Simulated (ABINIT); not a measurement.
WC: geometry relaxation (part 2 of 4)

Continued. System: WC (P-6m2, 2 atoms in the cell). Method: Kohn-Sham DFT of a periodic cell, revPBE with D3(BJ), JTH PAW PBE v2.0 (ABINIT 10.8.3); cutoff 544.23 eV, 10×10×9 k-mesh, fermi-dirac of 0.05 eV. The structure derives from an entry of the Crystallography Open Database. The run did not end well. The run did not end well; see the last part.

Geometry of the input (Å; fractional positions):
```
2.9065  0.0000  0.0000
-1.4532  2.5171  0.0000
0.0000  0.0000  2.8366
W  0.0000  0.0000  0.0000
C  0.6667  0.3333  0.5000
```

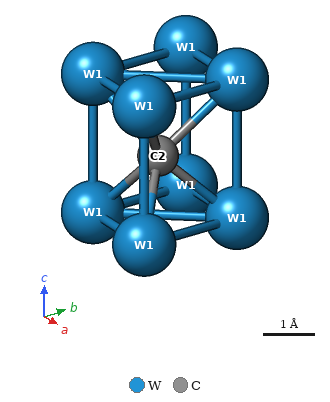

*The input geometry (ball-and-stick view of the cell of the calculation, seen slightly off an axis; atoms are numbered from 1 in the order of the input).*

### What the program printed, continued
```
     iter   Etot(hartree)      deltaE(h)  residm     nres2
 ETOT  1  -74.760238356388    -7.476E+01 2.148E-03 1.360E+00
 ETOT  2  -74.758000537853     2.238E-03 3.059E-05 2.506E-01
 ETOT  3  -74.757688162585     3.124E-04 6.691E-05 1.994E-02
 ETOT  4  -74.757671402351     1.676E-05 6.741E-06 1.945E-03
 ETOT  5  -74.757675752261    -4.350E-06 3.314E-06 1.133E-04
 ETOT  6  -74.757675736913     1.535E-08 2.848E-06 4.440E-06
 ETOT  7  -74.757675757917    -2.100E-08 1.611E-06 2.982E-07
 ETOT  8  -74.757675757734     1.830E-10 4.112E-06 2.092E-08
 ETOT  9  -74.757675757730     3.581E-12 1.466E-06 2.754E-10

 At SCF step    9       nres2   =  2.75E-10 < tolvrs=  1.00E-09 =>converged.

 Cartesian components of stress tensor (hartree/bohr^3)
  sigma(1 1)=  6.13115101E-05  sigma(3 2)=  0.00000000E+00
  sigma(2 2)=  6.13115084E-05  sigma(3 1)=  0.00000000E+00
  sigma(3 3)=  5.15585879E-05  sigma(2 1)=  0.00000000E+00

--- !ResultsGS
iteration_state: {dtset: 1, itime: 3, icycle: 1, }
comment   : Summary of ground state results
lattice_vectors:
- [  5.4805287,   0.0000000,   0.0000000, ]
- [ -2.7402644,   4.7462771,   0.0000000, ]
- [  0.0000000,   0.0000000,   5.3506667, ]
lattice_lengths: [   5.48053,    5.48053,    5.35067, ]
lattice_angles: [ 90.000,  90.000, 120.000, ] # degrees, (23, 13, 12)
lattice_volume:   1.3918212E+02
convergence: {deltae:  3.581E-12, res2:  2.754E-10, residm:  1.466E-06, diffor: null, }
etotal    :  -7.47576758E+01
entropy   :   0.00000000E+00
fermie    :   3.71887045E-01
cartesian_stress_tensor: # hartree/bohr^3
- [  6.13115101E-05,   0.00000000E+00,   0.00000000E+00, ]
- [  0.00000000E+00,   6.13115084E-05,   0.00000000E+00, ]
- [  0.00000000E+00,   0.00000000E+00,   5.15585879E-05, ]
pressure_GPa:  -1.7082E+00
xred      :
- [ -7.4351E-29,   7.4351E-29,   0.0000E+00,  W]
- [  6.6667E-01,   3.3333E-01,   5.0000E-01,  C]
cartesian_forces: # hartree/bohr
- [ -5.89573459E-28,   2.26926930E-28,  -0.00000000E+00, ]
- [  5.89573459E-28,  -2.26926930E-28,  -0.00000000E+00, ]
force_length_stats: {min:   6.31737838E-28, max:   6.31737838E-28, mean:   6.31737838E-28, }
...

 Integrated electronic density in atomic spheres:
 ------------------------------------------------
 Atom  Sphere_radius  Integrated_density
    1        2.41189         11.88434848
    2        1.50737          2.47978820

---OUTPUT-----------------------------------------------------------------------

 Cartesian coordinates (xcart) [bohr]
 -6.11220251892379E-28  3.52888176970557E-28  0.00000000000000E+00
  2.74026435265535E+00  1.58209236168473E+00  2.67533334143387E+00
 Reduced coordinates (xred)
 -7.43505216081435E-29  7.43505216081435E-29  0.00000000000000E+00
  6.66666666666667E-01  3.33333333333333E-01  5.00000000000000E-01
 Cartesian forces (fcart) [Ha/bohr]; max,rms= 5.89573E-28 3.64734E-28 (free atoms)
 -5.89573459336911E-28  2.26926930299405E-28 -0.00000000000000E+00
  5.89573459336911E-28 -2.26926930299405E-28 -0.00000000000000E+00
 Gradient of E wrt nuclear positions in reduced coordinates (gred)
  3.23117426778526E-27 -2.69264522315439E-27 -0.00000000000000E+00
 -3.23117426778526E-27  2.69264522315439E-27 -0.00000000000000E+00
 Scale of Primitive Cell (acell) [bohr]
  5.48052870531069E+00  5.48052870538455E+00  5.35066668286773E+00
 Real space primitive translations (rprimd) [bohr]
  5.48052870531069E+00  0.00000000000000E+00  0.00000000000000E+00
 -2.74026435265534E+00  4.74627708505418E+00  0.00000000000000E+00
  0.00000000000000E+00  0.00000000000000E+00  5.35066668286773E+00
 Unitary Cell Volume (ucvol) [Bohr^3]=  1.39182118599417E+02
 Angles (23,13,12)= [degrees]
  9.00000000000000E+01  9.00000000000000E+01  1.19999999999554E+02
 Lengths [Bohr]
  5.48052870531069E+00  5.48052870538455E+00  5.35066668286773E+00
 Stress tensor in cartesian coordinates (strten) [Ha/bohr^3]
  6.13115101459893E-05  0.00000000000000E+00  0.00000000000000E+00
  0.00000000000000E+00  6.13115084258445E-05  0.00000000000000E+00
  0.00000000000000E+00  0.00000000000000E+00  5.15585879234393E-05
 Total energy (etotal) [Ha]= -7.47576757577300E+01

 Difference of energy with previous step (new-old):
           Absolute (Ha)=-2.93583E-04
           Relative     =-3.92714E-06

--- Iteration: ( 4/60) Internal Cycle: (1/1)
--------------------------------------------------------------------------------

---SELF-CONSISTENT-FIELD CONVERGENCE--------------------------------------------

--- !BeginCycle
iteration_state: {dtset: 1, itime: 4, icycle: 1, }
solver: {iscf: 17, nstep: 100, nline: 4, wfoptalg: 10, }
tolerances: {tolvrs: 1.00E-09, }
...

     iter   Etot(hartree)      deltaE(h)  residm     nres2
 ETOT  1  -74.757697656532    -7.476E+01 3.225E+01 6.495E-03
 ETOT  2  -74.757687261760     1.039E-05 1.945E-01 1.281E-03
 ETOT  3  -74.757685596594     1.665E-06 9.266E-03 1.039E-04
 ETOT  4  -74.757685505063     9.153E-08 6.449E-03 8.894E-06
 ETOT  5  -74.757685526823    -2.176E-08 3.378E-04 4.107E-07
 ETOT  6  -74.757685526822     1.350E-12 4.523E-06 2.288E-08
 ETOT  7  -74.757685526911    -8.941E-11 1.508E-06 1.055E-09
 ETOT  8  -74.757685526909     1.762E-12 5.383E-07 7.470E-11

 At SCF step    8       nres2   =  7.47E-11 < tolvrs=  1.00E-09 =>converged.

 Cartesian components of stress tensor (hartree/bohr^3)
  sigma(1 1)=  4.36439626E-05  sigma(3 2)=  0.00000000E+00
  sigma(2 2)=  4.36439609E-05  sigma(3 1)=  0.00000000E+00
  sigma(3 3)=  2.44291357E-05  sigma(2 1)=  0.00000000E+00

--- !ResultsGS
iteration_state: {dtset: 1, itime: 4, icycle: 1, }
comment   : Summary of ground state results
lattice_vectors:
- [  5.4782317,   0.0000000,   0.0000000, ]
- [ -2.7391158,   4.7442878,   0.0000000, ]
- [  0.0000000,   0.0000000,   5.3471359, ]
lattice_lengths: [   5.47823,    5.47823,    5.34714, ]
lattice_angles: [ 90.000,  90.000, 120.000, ] # degrees, (23, 13, 12)
lattice_volume:   1.3897371E+02
convergence: {deltae:  1.762E-12, res2:  7.470E-11, residm:  5.383E-07, diffor: null, }
etotal    :  -7.47576855E+01
entropy   :   0.00000000E+00
fermie    :   3.72578325E-01
cartesian_stress_tensor: # hartree/bohr^3
- [  4.36439626E-05,   0.00000000E+00,   0.00000000E+00, ]
- [  0.00000000E+00,   4.36439609E-05,   0.00000000E+00, ]
- [  0.00000000E+00,   0.00000000E+00,   2.44291357E-05, ]
pressure_GPa:  -1.0956E+00
xred      :
- [ -2.0525E-29,   1.9952E-29,   0.0000E+00,  W]
- [  6.6667E-01,   3.3333E-01,   5.0000E-01,  C]
cartesian_forces: # hartree/bohr
- [ -2.94910333E-28,   5.67555201E-29,  -0.00000000E+00, ]
- [  2.94910333E-28,  -5.67555201E-29,  -0.00000000E+00, ]
force_length_stats: {min:   3.00321983E-28, max:   3.00321983E-28, mean:   3.00321983E-28, }
...

 Integrated electronic density in atomic spheres:
 ------------------------------------------------
 Atom  Sphere_radius  Integrated_density
    1        2.41189         11.88719377
    2        1.50737          2.47897746

---OUTPUT-----------------------------------------------------------------------

 Cartesian coordinates (xcart) [bohr]
 -1.67090706020046E-28  9.46564619080210E-29  0.00000000000000E+00
  2.73911584573351E+00  1.58142927090423E+00  2.67356796812326E+00
 Reduced coordinates (xred)
 -2.05250121919879E-29  1.99516693853147E-29  0.00000000000000E+00
  6.66666666666667E-01  3.33333333333333E-01  5.00000000000000E-01
 Cartesian forces (fcart) [Ha/bohr]; max,rms= 2.94910E-28 1.73391E-28 (free atoms)
 -2.94910333275808E-28  5.67555201001769E-29 -0.00000000000000E+00
  2.94910333275808E-28 -5.67555201001769E-29 -0.00000000000000E+00
 Gradient of E wrt nuclear positions in reduced coordinates (gred)
  1.61558713389263E-27 -1.07705808926175E-27 -0.00000000000000E+00
 -1.61558713389263E-27  1.07705808926175E-27 -0.00000000000000E+00
 Scale of Primitive Cell (acell) [bohr]
  5.47823169146702E+00  5.47823169154084E+00  5.34713593624653E+00
 Real space primitive translations (rprimd) [bohr]
  5.47823169146702E+00  0.00000000000000E+00  0.00000000000000E+00
 -2.73911584573351E+00  4.74428781271268E+00  0.00000000000000E+00
  0.00000000000000E+00  0.00000000000000E+00  5.34713593624653E+00
 Unitary Cell Volume (ucvol) [Bohr^3]=  1.38973709093730E+02
 Angles (23,13,12)= [degrees]
  9.00000000000000E+01  9.00000000000000E+01  1.19999999999554E+02
 Lengths [Bohr]
  5.47823169146702E+00  5.47823169154084E+00  5.34713593624653E+00
 Stress tensor in cartesian coordinates (strten) [Ha/bohr^3]
  4.36439626270851E-05  0.00000000000000E+00  0.00000000000000E+00
  0.00000000000000E+00  4.36439609024231E-05  0.00000000000000E+00
  0.00000000000000E+00  0.00000000000000E+00  2.44291356998744E-05
 Total energy (etotal) [Ha]= -7.47576855269092E+01

 Difference of energy with previous step (new-old):
           Absolute (Ha)=-9.76918E-06
           Relative     =-1.30678E-07

--- Iteration: ( 5/60) Internal Cycle: (1/1)
--------------------------------------------------------------------------------

---SELF-CONSISTENT-FIELD CONVERGENCE--------------------------------------------

--- !BeginCycle
iteration_state: {dtset: 1, itime: 5, icycle: 1, }
solver: {iscf: 17, nstep: 100, nline: 4, wfoptalg: 10, }
tolerances: {tolvrs: 1.00E-09, }
...

     iter   Etot(hartree)      deltaE(h)  residm     nres2
 ETOT  1  -74.759223124909    -7.476E+01 1.881E+02 1.012E+00
 ETOT  2  -74.757712253168     1.511E-03 7.255E-02 2.061E-01
 ETOT  3  -74.757452777112     2.595E-04 3.877E-03 1.506E-02
 ETOT  4  -74.757442507362     1.027E-05 2.565E-03 1.475E-03
 ETOT  5  -74.757445542721    -3.035E-06 4.230E-04 8.209E-05
 ETOT  6  -74.757445556207    -1.349E-08 3.993E-05 3.080E-06
 ETOT  7  -74.757445570724    -1.452E-08 1.782E-06 2.623E-07
 ETOT  8  -74.757445570527     1.974E-10 1.016E-06 1.166E-08
 ETOT  9  -74.757445570532    -5.386E-12 1.442E-06 3.567E-10

 At SCF step    9       nres2   =  3.57E-10 < tolvrs=  1.00E-09 =>converged.

 Cartesian components of stress tensor (hartree/bohr^3)
  sigma(1 1)= -2.25917123E-04  sigma(3 2)=  0.00000000E+00
  sigma(2 2)= -2.25917125E-04  sigma(3 1)=  0.00000000E+00
  sigma(3 3)= -2.31750386E-04  sigma(2 1)=  0.00000000E+00

--- !ResultsGS
iteration_state: {dtset: 1, itime: 5, icycle: 1, }
comment   : Summary of ground state results
lattice_vectors:
- [  5.4404749,   0.0000000,   0.0000000, ]
- [ -2.7202375,   4.7115895,   0.0000000, ]
- [  0.0000000,   0.0000000,   5.3211589, ]
lattice_lengths: [   5.44047,    5.44047,    5.32116, ]
lattice_angles: [ 90.000,  90.000, 120.000, ] # degrees, (23, 13, 12)
lattice_volume:   1.3639878E+02
convergence: {deltae: -5.386E-12, res2:  3.567E-10, residm:  1.442E-06, diffor: null, }
etotal    :  -7.47574456E+01
entropy   :   0.00000000E+00
fermie    :   3.81595835E-01
cartesian_stress_tensor: # hartree/bohr^3
- [ -2.25917123E-04,   0.00000000E+00,   0.00000000E+00, ]
- [  0.00000000E+00,  -2.25917125E-04,   0.00000000E+00, ]
- [  0.00000000E+00,   0.00000000E+00,  -2.31750386E-04, ]
pressure_GPa:   6.7039E+00
xred      :
- [  2.6127E-27,  -2.7483E-27,   0.0000E+00,  W]
- [  6.6667E-01,   3.3333E-01,   5.0000E-01,  C]
cartesian_forces: # hartree/bohr
- [ -3.46449839E-28,   2.57172310E-28,  -0.00000000E+00, ]
- [  3.46449839E-28,  -2.57172310E-28,  -0.00000000E+00, ]
force_length_stats: {min:   4.31468524E-28, max:   4.31468524E-28, mean:   4.31468524E-28, }
...

 Integrated electronic density in atomic spheres:
 ------------------------------------------------
 Atom  Sphere_radius  Integrated_density
    1        2.41189         11.95844651
    2        1.50737          2.50482495

---OUTPUT-----------------------------------------------------------------------

 Cartesian coordinates (xcart) [bohr]
  2.16903791880340E-26 -1.29490026948809E-26  0.00000000000000E+00
  2.72023745769942E+00  1.57052982849068E+00  2.66057945557423E+00
 Reduced coordinates (xred)
  2.61268900556996E-27 -2.74832999241731E-27  0.00000000000000E+00
  6.66666666666667E-01  3.33333333333333E-01  5.00000000000000E-01
 Cartesian forces (fcart) [Ha/bohr]; max,rms= 3.46450E-28 2.49108E-28 (free atoms)
 -3.46449838574413E-28  2.57172309717487E-28 -0.00000000000000E+00
  3.46449838574413E-28 -2.57172309717487E-28 -0.00000000000000E+00
 Gradient of E wrt nuclear positions in reduced coordinates (gred)
  1.88485165620807E-27 -2.15411617852351E-27 -0.00000000000000E+00
 -1.88485165620807E-27  2.15411617852351E-27 -0.00000000000000E+00
 Scale of Primitive Cell (acell) [bohr]
  5.44047491539883E+00  5.44047491547215E+00  5.32115891114846E+00
 Real space primitive translations (rprimd) [bohr]
  5.44047491539883E+00  0.00000000000000E+00  0.00000000000000E+00
 -2.72023745769942E+00  4.71158948547204E+00  0.00000000000000E+00
  0.00000000000000E+00  0.00000000000000E+00  5.32115891114846E+00
 Unitary Cell Volume (ucvol) [Bohr^3]=  1.36398779746267E+02
 Angles (23,13,12)= [degrees]
  9.00000000000000E+01  9.00000000000000E+01  1.19999999999554E+02
 Lengths [Bohr]
  5.44047491539883E+00  5.44047491547215E+00  5.32115891114846E+00
 Stress tensor in cartesian coordinates (strten) [Ha/bohr^3]
 -2.25917122980070E-04  0.00000000000000E+00  0.00000000000000E+00
  0.00000000000000E+00 -2.25917124760736E-04  0.00000000000000E+00
  0.00000000000000E+00  0.00000000000000E+00 -2.31750385867271E-04
 Total energy (etotal) [Ha]= -7.47574455705319E+01

 Difference of energy with previous step (new-old):
           Absolute (Ha)= 2.39956E-04
           Relative     = 3.20979E-06

--- Iteration: ( 6/60) Internal Cycle: (1/1)
--------------------------------------------------------------------------------

---SELF-CONSISTENT-FIELD CONVERGENCE--------------------------------------------

--- !BeginCycle
iteration_state: {dtset: 1, itime: 6, icycle: 1, }
solver: {iscf: 17, nstep: 100, nline: 4, wfoptalg: 10, }
tolerances: {tolvrs: 1.00E-09, }
...

     iter   Etot(hartree)      deltaE(h)  residm     nres2
 ETOT  1  -74.758854000410    -7.476E+01 1.057E-03 6.317E-01
 ETOT  2  -74.757852732960     1.001E-03 1.062E-05 1.236E-01
 ETOT  3  -74.757694225735     1.585E-04 3.249E-05 9.116E-03
 ETOT  4  -74.757687472636     6.753E-06 3.204E-06 9.135E-04
 ETOT  5  -74.757689398639    -1.926E-06 1.410E-06 5.195E-05
 ETOT  6  -74.757689392792     5.847E-09 4.428E-07 2.011E-06
 ETOT  7  -74.757689402441    -9.649E-09 4.819E-07 1.369E-07
 ETOT  8  -74.757689402394     4.665E-11 3.156E-07 7.707E-09
 ETOT  9  -74.757689402399    -4.846E-12 1.700E-07 1.470E-10

 At SCF step    9       nres2   =  1.47E-10 < tolvrs=  1.00E-09 =>converged.

 Cartesian components of stress tensor (hartree/bohr^3)
  sigma(1 1)= -9.65866429E-06  sigma(3 2)=  0.00000000E+00
  sigma(2 2)= -9.65866602E-06  sigma(3 1)=  0.00000000E+00
  sigma(3 3)= -2.96270074E-05  sigma(2 1)=  0.00000000E+00

--- !ResultsGS
iteration_state: {dtset: 1, itime: 6, icycle: 1, }
comment   : Summary of ground state results
lattice_vectors:
- [  5.4706170,   0.0000000,   0.0000000, ]
- [ -2.7353085,   4.7376933,   0.0000000, ]
- [  0.0000000,   0.0000000,   5.3412437, ]
lattice_lengths: [   5.47062,    5.47062,    5.34124, ]
lattice_angles: [ 90.000,  90.000, 120.000, ] # degrees, (23, 13, 12)
lattice_volume:   1.3843492E+02
convergence: {deltae: -4.846E-12, res2:  1.470E-10, residm:  1.700E-07, diffor: null, }
etotal    :  -7.47576894E+01
entropy   :   0.00000000E+00
fermie    :   3.74434072E-01
cartesian_stress_tensor: # hartree/bohr^3
- [ -9.65866429E-06,   0.00000000E+00,   0.00000000E+00, ]
- [  0.00000000E+00,  -9.65866602E-06,   0.00000000E+00, ]
- [  0.00000000E+00,   0.00000000E+00,  -2.96270074E-05, ]
pressure_GPa:   4.8000E-01
xred      :
- [  3.2007E-28,  -3.3988E-28,   0.0000E+00,  W]
- [  6.6667E-01,   3.3333E-01,   5.0000E-01,  C]
cartesian_forces: # hartree/bohr
- [  2.46100689E-28,  -1.42086299E-28,  -0.00000000E+00, ]
- [ -2.46100689E-28,   1.42086299E-28,  -0.00000000E+00, ]
force_length_stats: {min:   2.84172598E-28, max:   2.84172598E-28, mean:   2.84172598E-28, }
...

 Integrated electronic density in atomic spheres:
 ------------------------------------------------
 Atom  Sphere_radius  Integrated_density
    1        2.41189         11.90746641
    2        1.50737          2.49324460

---OUTPUT-----------------------------------------------------------------------

 Cartesian coordinates (xcart) [bohr]
  2.68067142270005E-27 -1.61024747405040E-27  0.00000000000000E+00
  2.73530849904441E+00  1.57923109826834E+00  2.67062186823983E+00
 Reduced coordinates (xred)
  3.20072600718266E-28 -3.39880058469821E-28  0.00000000000000E+00
  6.66666666666667E-01  3.33333333333333E-01  5.00000000000000E-01
 Cartesian forces (fcart) [Ha/bohr]; max,rms= 2.46101E-28 1.64067E-28 (free atoms)
  2.46100688834100E-28 -1.42086298943567E-28 -0.00000000000000E+00
 -2.46100688834100E-28  1.42086298943567E-28 -0.00000000000000E+00
 Gradient of E wrt nuclear positions in reduced coordinates (gred)
 -1.34632261157719E-27  1.34632261157719E-27 -0.00000000000000E+00
  1.34632261157719E-27 -1.34632261157719E-27 -0.00000000000000E+00
 Scale of Primitive Cell (acell) [bohr]
  5.47061699808881E+00  5.47061699816254E+00  5.34124373647966E+00
 Real space primitive translations (rprimd) [bohr]
  5.47061699808881E+00  0.00000000000000E+00  0.00000000000000E+00
 -2.73530849904441E+00  4.73769329480501E+00  0.00000000000000E+00
  0.00000000000000E+00  0.00000000000000E+00  5.34124373647966E+00
 Unitary Cell Volume (ucvol) [Bohr^3]=  1.38434918504615E+02
 Angles (23,13,12)= [degrees]
  9.00000000000000E+01  9.00000000000000E+01  1.19999999999554E+02
 Lengths [Bohr]
  5.47061699808881E+00  5.47061699816254E+00  5.34124373647966E+00
 Stress tensor in cartesian coordinates (strten) [Ha/bohr^3]
 -9.65866428789819E-06  0.00000000000000E+00  0.00000000000000E+00
  0.00000000000000E+00 -9.65866602409965E-06  0.00000000000000E+00
  0.00000000000000E+00  0.00000000000000E+00 -2.96270073650573E-05
 Total energy (etotal) [Ha]= -7.47576894023991E+01
```
